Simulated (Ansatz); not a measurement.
System: HfO$_{2}$, space group Fm-3m (No. 225), 3 atoms in the cell, fluorite type.

```
Hf O
1.0
     0.00000    2.52918    2.52918
     2.52918    0.00000    2.52918
     2.52918    2.52918    0.00000
Hf O
1 2
Direct
  0.00000 0.00000 0.00000
  0.25000 0.25000 0.25000
  0.75000 0.75000 0.75000
```

Level of theory: DFT, r2SCAN, plane waves, PAW, no spin polarisation, 8×8×8 k mesh; code Ansatz 0.2.0.

What will the density of states look like?

There is a gap; over the k points computed it is 4.30 eV (direct among those points). Within the window shown, the tallest peak of the filled states lies 1.3 eV under the valence-band top, at about 3.7 states per eV and cell.

Spin-orbit coupling is left out, which matters for Hf.

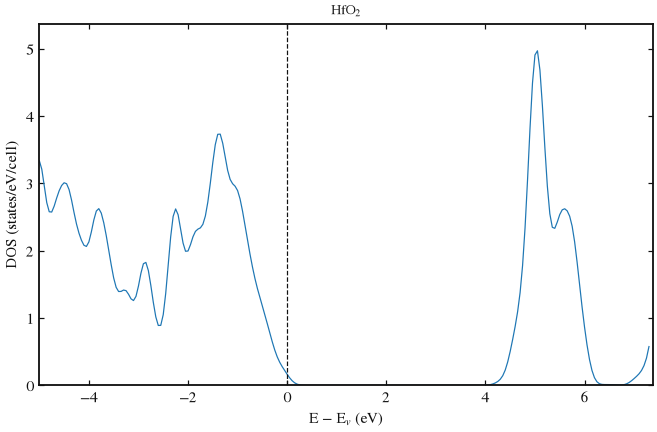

Density of states. Energies are counted from the top of the valence band. The curve is built from the levels of the k mesh with Gaussians 0.3 eV wide, which also blur the band edges.
